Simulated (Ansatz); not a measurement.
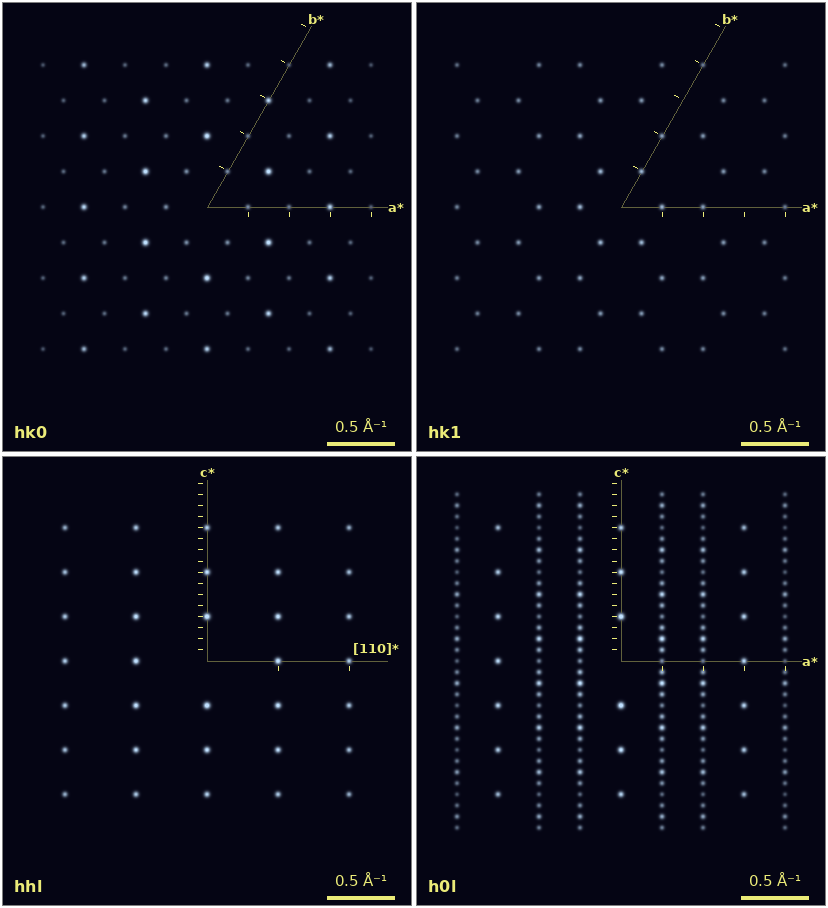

Four undistorted layers of reciprocal space, calculated for a single crystal (X-rays, kinematic |F|², B = 0.5 Å²). Tick marks count the reciprocal lattice steps of the conventional cell along each axis.

Read the reciprocal cell and give the direct cell.

a* = 0.306, b* = 0.306, c* = 0.083 Å⁻¹, γ* = 60°; the cell is hexagonal with a = 3.77 Å, c = 12.06 Å (hexagonal axes).

List the systematic absences.

Reflections are present only under these conditions. hkl: no condition; hk0: no condition; h0l: no condition; hhl: l = 2n; 00l: l = 2n. The lattice is primitive (P). Further gaps, such as 3 0 1, 0 3 1, 3 0 3, come from atoms on special positions, not from the group's general conditions. A few very weak reflections are below the display threshold.

Which space groups fit?

The intensities have Laue symmetry 6/mmm (the hk0 layer shows 6mm, hk1 shows 6mm). With these conditions the candidates are P6_3mc (No. 186), P-62c (No. 190), P6_3/mmc (No. 194). Diffraction geometry alone does not choose among them; the structure has P6_3/mmc. The compound is La. Structure: the geometry relaxed with Ansatz, DFT PBE, scalar-relativistic, plane waves, PAW.
